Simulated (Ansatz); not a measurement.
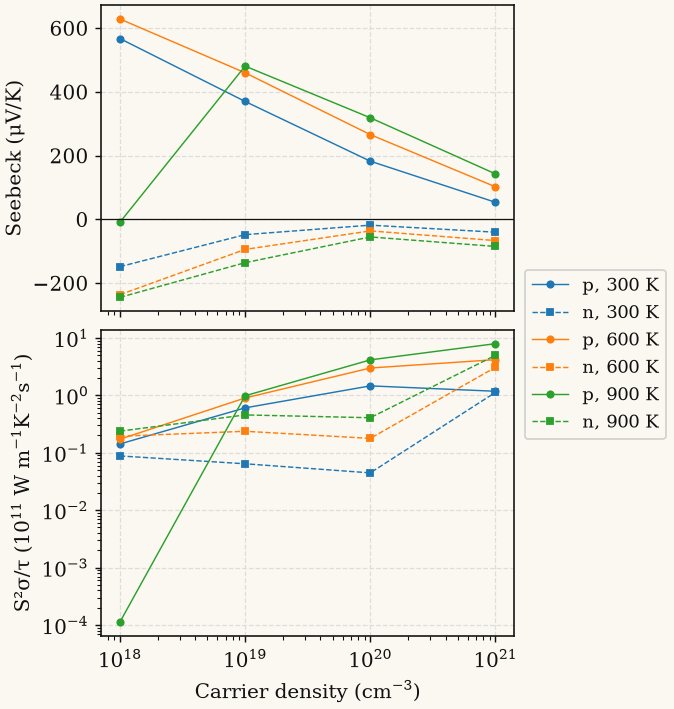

Seebeck coefficient and power factor over the relaxation time against doping (rigid bands, constant relaxation time). System: CdTe, space group F-43m (No. 216), 2 atoms in the cell. Computed with Ansatz: DFT PBE, scalar-relativistic, plane waves, PAW, no spin polarisation, 10×10×10 k mesh, 420 eV cutoff.

At 300 K and 10¹⁹ cm⁻³ the Seebeck coefficient is 370 μV/K for holes and −48 μV/K for electrons; the larger size for holes shows the larger density-of-states mass of the valence band. At 300 K it goes from 568 to 54 μV/K for holes and from −148 to −40 μV/K for electrons between 10¹⁸ cm⁻³ and 10²¹ cm⁻³, so its size falls as carriers are added. At 10¹⁹ cm⁻³ the hole value goes from 370 to 481 μV/K on heating to 900 K. The largest power factor over τ is for p type at 10²¹ cm⁻³ and 900 K, about 8 × 10¹¹ W m⁻¹ K⁻² s⁻¹. Thermally excited minority carriers matter most at 900 K and 10¹⁸ cm⁻³ (p type), where they pull the Seebeck coefficient towards zero.

The bands are interpolated from a finite k mesh, so the values are approximate.
